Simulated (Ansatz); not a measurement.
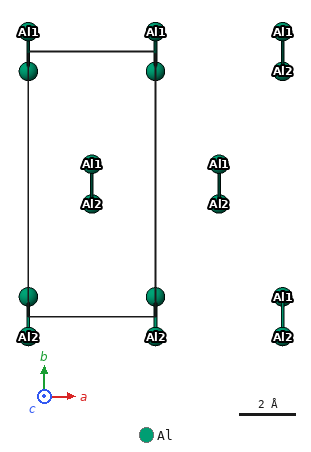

Starting structure of a crystal of Al (set up in Cmcm) (coarse preliminary run). Style: ball-and-stick. Shown: the conventional cell (2 times the calculation's cell), repeated 2 × 1 × 1 with one cell outlined, along the c axis. Lengths and directions refer to the drawn axes.

Case: 4 of 4 Li taken out, relaxed.

Method: DFT r2SCAN, scalar-relativistic, plane waves, PAW in Ansatz 0.2.0.

Input
```yaml
crystal:
  lattice:
    - [2.310648076, -4.8196168305, 0.0]
    - [2.310648076, 4.8196168305, 0.0]
    - [0.0, 0.0, 4.4598922809]
  atoms:
    - { symbol: Al, position: [0.9251243649, 0.0748756351, 0.25] }
    - { symbol: Al, position: [0.0748756351, 0.9251243649, 0.75] }
basis:
  ecutwfc: 500
kpoints:
  mp_grid: { grid: [4, 4, 4] }
hamiltonian:
  xc: r2scan
scf:
  occupations: { method: gaussian, width: 0.1 }
output:
  forces: true
  stress: true
  eigenvalues: true
relax:
  adjacent_minimum: "off"
  f_tol: 0.0325
  max_steps: 70
  cell: { stress_tol: 0.24 }
```

Run as
```bash
ansatz run input.yaml --threads 2 --pin off --max-ram 5120MiB --backend cpu --events-out ev --progress --plain --runs-dir out
```

### Where does the relaxation end?

The largest moves relative to the cell, 0.56 Å, are those of Al1 and Al2. Al1 goes along +b. The drawn cell changes as follows: a 4.621 → 3.523 Å (−23.8 %), b 9.639 → 6.159 Å (−36.1 %), c 4.460 → 3.617 Å (−18.9 %); the volume changes by −60.5 %. Among the contacts that change: Al1–Al2 4.659 → 2.728 Å, Al1–Al2 (another image) 2.656 → 2.731 Å. New bonds form: Al1–Al2 (4.66 → 2.73 Å). Bond angles that change, for instance: Al2–Al1–Al2 114.2° → 82.9°. The space group stays Cmcm (No. 63). Over 11 accepted moves (12 points after the start) the energy falls by 1429 meV per atom. The largest force component goes from 0.2 to 0.0046 eV/Å. Pressure: −3.06 GPa at the start and 0.04 GPa at the end. The SCF was repeated once at an unchanged geometry on a basis and grid sized afresh for the cell, which shifted the energy by 0.4 meV per atom at most.

History of the run:

| step | E − E(0), meV/atom | largest force component, eV/Å | pressure, GPa | volume, Å³/atom | note |
| --- | --- | --- | --- | --- | --- |
| 0 | 0.00 | 0.2038 | -3.06 | 49.667 |  |
| 1 | -188.69 | 0.4576 | -4.12 | 43.053 |  |
| 2 | -402.73 | 0.3880 | -5.62 | 37.535 |  |
| 3 | -628.01 | 0.4389 | -6.77 | 33.091 |  |
| 4 | -855.62 | 0.6037 | -7.22 | 29.345 |  |
| 5 | -1075.40 | 0.7306 | -7.11 | 26.232 |  |
| 6 | -1297.91 | 0.5905 | -5.88 | 23.136 |  |
| 7 | -1421.00 | 0.2168 | -1.25 | 20.199 |  |
| 8 | -1423.73 | 0.0736 | -1.15 | 19.743 |  |
| 9 | -1426.09 | 0.0367 | 0.90 | 19.176 |  |
| 10 | -1428.67 | 0.0123 | 0.72 | 19.422 |  |
| 11 | -1429.49 | 0.0046 | 0.04 | 19.617 |  |
| 12 | -1429.05 | 0.0046 | 0.04 | 19.617 | same geometry, new basis |

The end point in the same view:

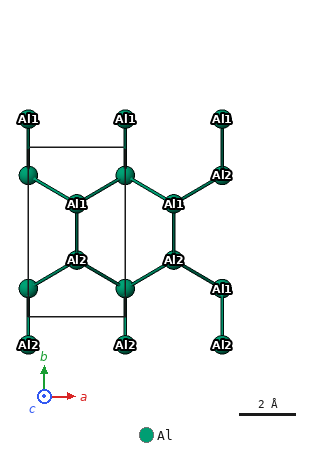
